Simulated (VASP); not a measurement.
# Run report: PtSe2, geometry relaxation (part 1 of 3)

System: PtSe2 (slab, 3 atoms in the cell).
Method: Kohn-Sham DFT of a periodic cell, PBE, VASP PAW PBE potentials, recommended, no spin polarisation (VASP 6.6.1).

The structure derives from an entry of the Crystallography Open Database.

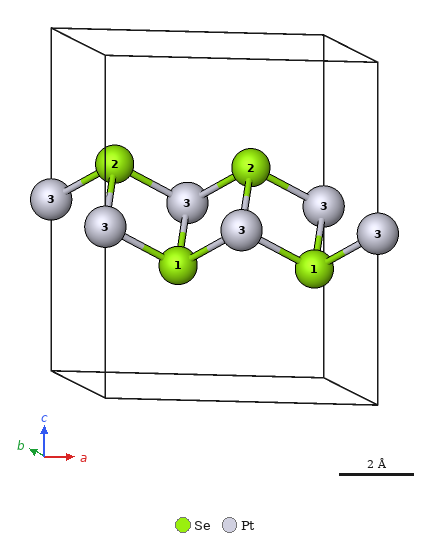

*The input geometry (ball-and-stick view of the 2 × 1 repeat of the cell, with the vacuum cut short, seen slightly off an axis; atoms are numbered from 1 in the order of the input).*

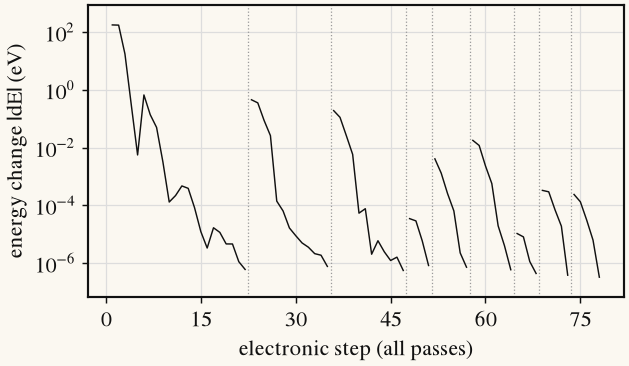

*Convergence of the self-consistent field: energy change |dE| against the electronic step. Each stretch between dotted lines is the SCF of one geometry step of a relaxation.*

The 9 ionic steps take 4 to 22 electronic steps each. The density is held fixed in the first few steps, and dE rises again when its update begins.

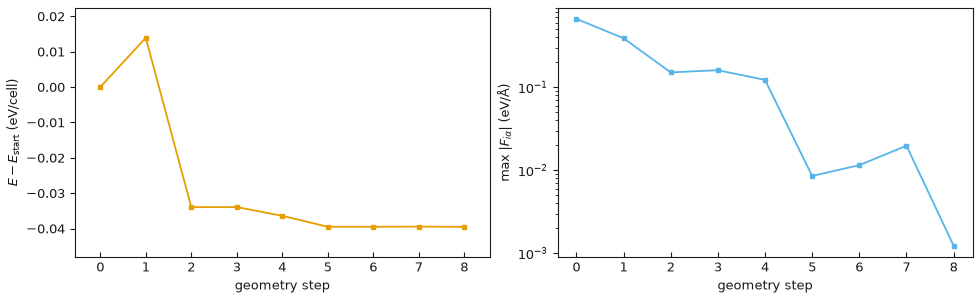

*Progress of the relaxation, step by step (steps are counted from 0).*

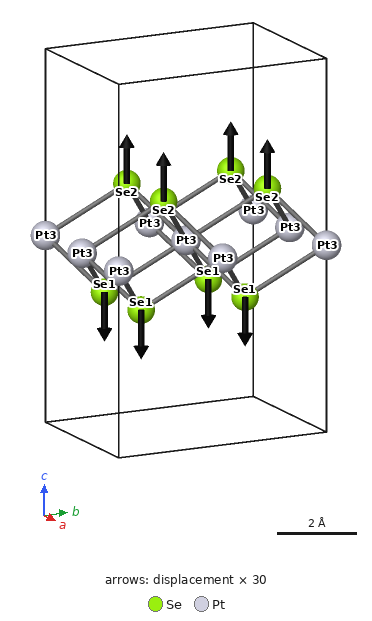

*The starting structure with the displacements (without the part carried along by the change of the cell) as black arrows, magnified 30 times (ball-and-stick view of the 2 × 2 repeat of the cell, with the vacuum cut short, seen slightly off an axis).*

The largest moves relative to the cell, 0.043 Å, are those of Se1 and Se2. Pt stays in place. In the plane the drawn cell goes a 7.448 → 7.495 Å (+0.6 %), b 7.448 → 7.495 Å (+0.6 %). Among the contacts that change: Se1–Pt3 2.495 → 2.528 Å. Over 8 geometry steps the energy falls by 39.5 meV per cell of the calculation. Largest force component: 0.67 eV/Å at the start, 0.0012 eV/Å at the end. (Atoms are counted from 1 in the order of the input.)

The input and output of the run follow.

## INCAR
```
SYSTEM = PtSe2
  PREC = Accurate
  ENCUT = 600
  EDIFF = 1E-6
  ISMEAR = 0
  SIGMA = 0.03
  LREAL = .FALSE.
  LASPH = .TRUE.
  NELM = 80
  ALGO = Normal
  ISIF = 3
  LWAVE = .FALSE.
  LCHARG = .FALSE.
  GGA = PE
  IBRION = 2
  NSW = 90
  EDIFFG = -0.01
  LATTICE_CONSTRAINTS = .TRUE. .TRUE. .FALSE.
  KPAR = 2
```

## KPOINTS
```
regular mesh
0
G
  9 9 1
  0 0 0
```

## POSCAR
```
PtSe2
1.0
    3.7240000000      0.0000000000      0.0000000000
   -1.8620000000      3.2250786000      0.0000000000
    0.0000000000      0.0000000000     20.5310000000
Se Pt
2 1
Direct
    0.6666666700      0.3333333300      0.4383615000
    0.3333333300      0.6666666700      0.5616385000
    0.0000000000      0.0000000000      0.5000000000
```

Launch command:
```bash
cat potpaw_PBE.64/Se/POTCAR potpaw_PBE.64/Pt/POTCAR > POTCAR
mpirun -np 2 vasp_std > vasp.out
```

## OSZICAR
```
N       E                     dE             d eps       ncg     rms          rms(c)
DAV:   1     0.178295598013E+03    0.17830E+03   -0.80334E+03   360   0.120E+03
DAV:   2     0.281200248953E+01   -0.17548E+03   -0.16956E+03   565   0.194E+02
DAV:   3    -0.148055742249E+02   -0.17618E+02   -0.17466E+02   465   0.762E+01
DAV:   4    -0.151112477051E+02   -0.30567E+00   -0.30505E+00   459   0.115E+01
DAV:   5    -0.151168300712E+02   -0.55824E-02   -0.55818E-02   518   0.143E+00    0.129E+01
DAV:   6    -0.144476050889E+02    0.66922E+00   -0.51080E+00   451   0.227E+01    0.708E+00
DAV:   7    -0.143094694361E+02    0.13814E+00   -0.14226E+00   451   0.127E+01    0.330E+00
DAV:   8    -0.142592812217E+02    0.50188E-01   -0.11190E-01   493   0.367E+00    0.709E-01
DAV:   9    -0.142560783173E+02    0.32029E-02   -0.27369E-02   465   0.152E+00    0.202E-01
DAV:  10    -0.142562091225E+02   -0.13081E-03   -0.13338E-03   486   0.285E-01    0.198E-01
DAV:  11    -0.142564280746E+02   -0.21895E-03   -0.26477E-04   458   0.159E-01    0.181E-01
DAV:  12    -0.142568994337E+02   -0.47136E-03   -0.18778E-03   430   0.312E-01    0.307E-01
DAV:  13    -0.142565100633E+02    0.38937E-03   -0.41716E-04   472   0.122E-01    0.162E-01
DAV:  14    -0.142564266374E+02    0.83426E-04   -0.99528E-05   507   0.556E-02    0.969E-02
DAV:  15    -0.142564143410E+02    0.12296E-04   -0.11299E-05   417   0.224E-02    0.741E-02
DAV:  16    -0.142564110100E+02    0.33309E-05   -0.20499E-04   360   0.719E-02    0.301E-02
DAV:  17    -0.142564277693E+02   -0.16759E-04   -0.55904E-06   451   0.130E-02    0.371E-02
DAV:  18    -0.142564393821E+02   -0.11613E-04   -0.17301E-05   465   0.216E-02    0.251E-03
DAV:  19    -0.142564440029E+02   -0.46208E-05   -0.77150E-07   390   0.517E-03    0.322E-03
DAV:  20    -0.142564486038E+02   -0.46010E-05   -0.29599E-07   355   0.250E-03    0.283E-03
DAV:  21    -0.142564497236E+02   -0.11198E-05   -0.22483E-07   376   0.258E-03    0.790E-04
DAV:  22    -0.142564503270E+02   -0.60339E-06   -0.28879E-08   355   0.923E-04
   1 F= -.14256450E+02 E0= -.14256450E+02  d E =-.142565E+02
       N       E                     dE             d eps       ncg     rms          rms(c)
DAV:   1    -0.147121691085E+02   -0.45572E+00   -0.15642E+01   423   0.326E+01    0.440E+00
DAV:   2    -0.143559954845E+02    0.35617E+00   -0.19136E+00   409   0.150E+01    0.297E+00
DAV:   3    -0.142685558901E+02    0.87440E-01   -0.15784E-01   416   0.438E+00    0.167E+00
DAV:   4    -0.142424193884E+02    0.26137E-01   -0.13681E-01   437   0.228E+00    0.572E-01
DAV:   5    -0.142425598920E+02   -0.14050E-03   -0.42546E-03   402   0.475E-01    0.331E-01
DAV:   6    -0.142424958874E+02    0.64005E-04   -0.15819E-03   472   0.327E-01    0.559E-02
DAV:   7    -0.142424793732E+02    0.16514E-04   -0.11049E-04   500   0.774E-02    0.194E-02
DAV:   8    -0.142424882976E+02   -0.89243E-05   -0.14807E-05   465   0.258E-02    0.828E-03
DAV:   9    -0.142424933014E+02   -0.50038E-05   -0.16460E-06   462   0.864E-03    0.171E-03
DAV:  10    -0.142424968580E+02   -0.35566E-05   -0.41448E-07   383   0.459E-03    0.808E-04
DAV:  11    -0.142424989851E+02   -0.21271E-05   -0.10273E-07   376   0.223E-03    0.274E-04
DAV:  12    -0.142425008632E+02   -0.18781E-05   -0.73873E-08   383   0.110E-03    0.215E-04
DAV:  13    -0.142425016316E+02   -0.76839E-06   -0.26191E-08   390   0.531E-04
   2 F= -.14242502E+02 E0= -.14242502E+02  d E =0.139487E-01
       N       E                     dE             d eps       ncg     rms          rms(c)
DAV:   1    -0.144341925746E+02   -0.19169E+00   -0.48245E+00   409   0.182E+01    0.260E+00
DAV:   2    -0.143220952909E+02    0.11210E+00   -0.59863E-01   430   0.807E+00    0.128E+00
DAV:   3    -0.142960680335E+02    0.26027E-01   -0.61319E-02   409   0.264E+00    0.571E-01
DAV:   4    -0.142902245900E+02    0.58434E-02   -0.29950E-02   479   0.111E+00    0.226E-01
DAV:   5    -0.142902783517E+02   -0.53762E-04   -0.10408E-03   437   0.301E-01    0.157E-01
DAV:   6    -0.142903550825E+02   -0.76731E-04   -0.47490E-04   472   0.200E-01    0.306E-02
DAV:   7    -0.142903530481E+02    0.20344E-05   -0.42095E-05   493   0.709E-02    0.620E-03
DAV:   8    -0.142903590147E+02   -0.59666E-05   -0.63539E-06   472   0.177E-02    0.319E-03
DAV:   9    -0.142903614839E+02   -0.24691E-05   -0.62184E-07   390   0.535E-03    0.150E-03
DAV:  10    -0.142903627160E+02   -0.12322E-05   -0.15276E-07   369   0.303E-03    0.492E-04
DAV:  11    -0.142903643238E+02   -0.16078E-05   -0.11773E-07   355   0.173E-03    0.215E-04
DAV:  12    -0.142903648791E+02   -0.55532E-06   -0.20961E-08   376   0.761E-04
   3 F= -.14290365E+02 E0= -.14290365E+02  d E =-.339146E-01
       N       E                     dE             d eps       ncg     rms          rms(c)
DAV:   1    -0.142903990973E+02   -0.34773E-04   -0.12653E-03   458   0.295E-01    0.410E-02
DAV:   2    -0.142903700808E+02    0.29016E-04   -0.15154E-04   416   0.131E-01    0.226E-02
DAV:   3    -0.142903641714E+02    0.59094E-05   -0.13932E-05   430   0.403E-02    0.110E-02
DAV:   4    -0.142903633443E+02    0.82708E-06   -0.90538E-06   465   0.187E-02
   4 F= -.14290363E+02 E0= -.14290363E+02  d E =-.339130E-01
       N       E                     dE             d eps       ncg     rms          rms(c)
DAV:   1    -0.142944526770E+02   -0.40885E-02   -0.11644E-01   360   0.248E+00    0.260E-01
DAV:   2    -0.142931437520E+02    0.13089E-02   -0.92158E-03   430   0.929E-01    0.109E-01
DAV:   3    -0.142928860194E+02    0.25773E-03   -0.63718E-04   416   0.246E-01    0.501E-02
DAV:   4    -0.142928217366E+02    0.64283E-04   -0.39492E-04   465   0.131E-01    0.282E-02
DAV:   5    -0.142928239990E+02   -0.22624E-05   -0.67814E-06   479   0.185E-02    0.179E-02
DAV:   6    -0.142928247200E+02   -0.72094E-06   -0.50022E-06   479   0.144E-02
   5 F= -.14292825E+02 E0= -.14292825E+02  d E =-.246138E-02
       N       E                     dE             d eps       ncg     rms          rms(c)
DAV:   1    -0.143106851734E+02   -0.17861E-01   -0.10550E+00   360   0.746E+00    0.781E-01
DAV:   2    -0.142987955169E+02    0.11890E-01   -0.82940E-02   416   0.279E+00    0.318E-01
DAV:   3    -0.142964702949E+02    0.23252E-02   -0.57839E-03   437   0.740E-01    0.148E-01
DAV:   4    -0.142958996259E+02    0.57067E-03   -0.34611E-03   458   0.390E-01    0.841E-02
DAV:   5    -0.142959192241E+02   -0.19598E-04   -0.58121E-05   486   0.545E-02    0.529E-02
DAV:   6    -0.142959232439E+02   -0.40198E-05   -0.47818E-05   479   0.443E-02    0.685E-03
DAV:   7    -0.142959226547E+02    0.58921E-06   -0.22582E-06   470   0.102E-02
   6 F= -.14295923E+02 E0= -.14295923E+02  d E =-.555931E-02
       N       E                     dE             d eps       ncg     rms          rms(c)
DAV:   1    -0.142959338306E+02   -0.10587E-04   -0.73185E-04   402   0.200E-01    0.205E-02
DAV:   2    -0.142959257354E+02    0.80952E-05   -0.57984E-05   465   0.748E-02    0.894E-03
DAV:   3    -0.142959245997E+02    0.11358E-05   -0.39592E-06   377   0.198E-02    0.404E-03
DAV:   4    -0.142959250372E+02   -0.43755E-06   -0.26075E-06   342   0.104E-02
   7 F= -.14295925E+02 E0= -.14295925E+02  d E =-.556169E-02
       N       E                     dE             d eps       ncg     rms          rms(c)
DAV:   1    -0.142962554507E+02   -0.33085E-03   -0.13345E-02   416   0.950E-01    0.130E-01
DAV:   2    -0.142959603550E+02    0.29510E-03   -0.15629E-03   402   0.422E-01    0.737E-02
DAV:   3    -0.142958907540E+02    0.69601E-04   -0.14025E-04   423   0.130E-01    0.362E-02
DAV:   4    -0.142958717516E+02    0.19002E-04   -0.97151E-05   437   0.603E-02    0.123E-02
DAV:   5    -0.142958721332E+02   -0.38161E-06   -0.35080E-06   434   0.164E-02
   8 F= -.14295872E+02 E0= -.14295872E+02  d E =0.529040E-04
       N       E                     dE             d eps       ncg     rms          rms(c)
DAV:   1    -0.142961106931E+02   -0.23894E-03   -0.61576E-03   367   0.643E-01    0.896E-02
DAV:   2    -0.142959775846E+02    0.13311E-03   -0.72802E-04   416   0.286E-01    0.499E-02
DAV:   3    -0.142959465707E+02    0.31014E-04   -0.67630E-05   416   0.886E-02    0.244E-02
DAV:   4    -0.142959402971E+02    0.62736E-05   -0.45105E-05   472   0.418E-02    0.846E-03
DAV:   5    -0.142959406220E+02   -0.32491E-06   -0.15041E-06   348   0.111E-02
   9 F= -.14295941E+02 E0= -.14295941E+02  d E =-.155848E-04
```

## Parts of OUTCAR
```
SYSTEM = PtSe2
   PREC = Accurate
   ENCUT = 600
   EDIFF = 1E-6
   ISMEAR = 0
   LREAL = .FALSE.
   LASPH = .TRUE.
   NELM = 80
   ISIF = 3
   GGA = PE
   IBRION = 2
   NSW = 90
   EDIFFG = -0.01

 ion  position               nearest neighbor table
   1  0.667  0.333  0.438-   3 2.49   3 2.49   3 2.49
   2  0.333  0.667  0.562-   3 2.49   3 2.49   3 2.49
   3  0.000  0.000  0.500-   1 2.49   2 2.49   2 2.49   1 2.49   1 2.49   2 2.49

  LATTYP: Found a hexagonal cell.
 ALAT       =     3.7240000000
 C/A-ratio  =     5.5131578947

  Lattice vectors:

 A1 = (   3.7240000000,   0.0000000000,   0.0000000000)
 A2 = (  -1.8620000000,   3.2250786000,   0.0000000000)
 A3 = (   0.0000000000,   0.0000000000,  20.5310000000)

Analysis of symmetry for initial positions (statically):
=====================================================================
 Subroutine PRICEL returns:
 Original cell was already a primitive cell.

 Routine SETGRP: Setting up the symmetry group for a
 hexagonal supercell.

 Subroutine GETGRP returns: Found 12 space group operations
 (whereof 12 operations were pure point group operations)
 out of a pool of 24 trial point group operations.

The static configuration has the point symmetry D_3d.

Analysis of symmetry for dynamics (positions and initial velocities):
=====================================================================
 Subroutine PRICEL returns:
 Original cell was already a primitive cell.

 Routine SETGRP: Setting up the symmetry group for a
 hexagonal supercell.

 Subroutine GETGRP returns: Found 12 space group operations
 (whereof 12 operations were pure point group operations)
 out of a pool of 24 trial point group operations.

The dynamic configuration has the point symmetry D_3d.

 Subroutine INISYM returns: Found 12 space group operations
 (whereof 12 operations are pure point group operations),
 and found     1 'primitive' translations

----------------------------------------------------------------------------------------

                                     Primitive cell

  volume of cell :     246.5813

  direct lattice vectors                    reciprocal lattice vectors
     3.724000000  0.000000000  0.000000000     0.268528464  0.155034981  0.000000000
    -1.862000000  3.225078600  0.000000000     0.000000000  0.310069962  0.000000000
     0.000000000  0.000000000 20.531000000     0.000000000  0.000000000  0.048706834

  length of vectors
     3.724000000  3.723999997 20.531000000     0.310069962  0.310069962  0.048706834

  position of ions in fractional coordinates (direct lattice)
     0.666666670  0.333333330  0.438361500
     0.333333330  0.666666670  0.561638500
     0.000000000  0.000000000  0.500000000

  ion indices of the primitive-cell ions
   primitive index   ion index
                 1           1
                 2           2
                 3           3

----------------------------------------------------------------------------------------

 KPOINTS: regular mesh

Automatic generation of k-mesh.
 Grid dimensions read from file:
 generate k-points for:    9    9    1

 Generating k-lattice:

  Cartesian coordinates                     Fractional coordinates (reciprocal lattice)
     0.029836496  0.017226109  0.000000000     0.111111111 -0.000000000  0.000000000
     0.000000000  0.034452218  0.000000000     0.000000000  0.111111111  0.000000000
     0.000000000  0.000000000  0.048706834     0.000000000  0.000000000  1.000000000

  Length of vectors
     0.034452218  0.034452218  0.048706834

  Shift w.r.t. Gamma in fractional coordinates (k-lattice)
     0.000000000  0.000000000  0.000000000

 Subroutine IBZKPT returns following result:
 ===========================================

 Found     12 irreducible k-points:

 Following reciprocal coordinates:
            Coordinates               Weight
  0.000000  0.000000  0.000000      1.000000
  0.111111 -0.000000  0.000000      6.000000
  0.222222  0.000000  0.000000      6.000000
  0.333333 -0.000000  0.000000      6.000000
  0.444444  0.000000  0.000000      6.000000
  0.111111  0.111111  0.000000      6.000000
  0.222222  0.111111  0.000000     12.000000
  0.333333  0.111111  0.000000     12.000000
  0.444444  0.111111  0.000000      6.000000
  0.222222  0.222222  0.000000      6.000000
  0.333333  0.222222  0.000000     12.000000
  0.333333  0.333333  0.000000      2.000000
```
